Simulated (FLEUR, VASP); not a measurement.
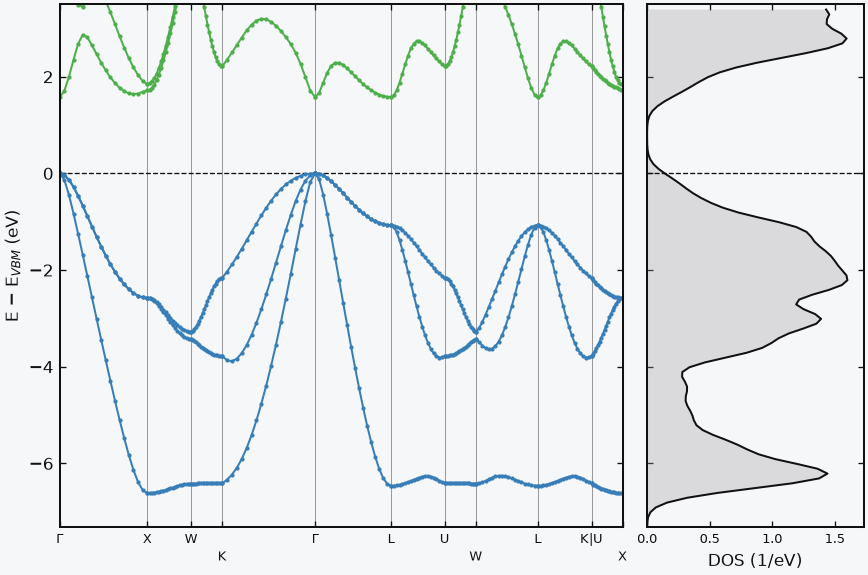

Band structure and density of states. Energies are counted from the top of the valence band. The DOS curve is built from the levels of the k mesh with Gaussians 0.55 eV wide, which also blur the band edges; ripples of that width can come from the mesh.

> Which system does the plot belong to?
A. bcc W, space group Im-3m, 1 atom in the primitive cell (cubic a = 3.185 Å); PBE
B. zincblende GaP, space group F-43m, 2 atoms in the primitive cell (cubic a = 5.506 Å); PBE
C. zincblende MgS, space group F-43m (No. 216), 2 atoms in the primitive cell (cubic a = 5.666 Å); r2SCAN

B. The material is gapped. The gap along this path is 1.57 eV and direct: both edges lie at Γ. Three bands meet at the valence-band top at Γ: it is triply degenerate (spin aside). The direct gaps are 4.29 eV at X, 4.38 eV at U and 2.65 eV at L. A face-centred cubic lattice: the path Γ–X–W–K–Γ–L–U–W–L–K|U–X runs through the special points of its Brillouin zone.

Level of theory: PBE, VASP PAW PBE potentials, release 64 (Ga_d, P), no spin polarisation, no spin-orbit coupling, 8×8×8 k mesh, 520 eV cutoff; code VASP.

Measured GaP has its conduction bottom near X; the order of its valleys hangs on the functional and the volume. LDA, GGA and most meta-GGA functionals understate gaps. The cell was derived from a database entry in an earlier step, so it needn't be the measured one.
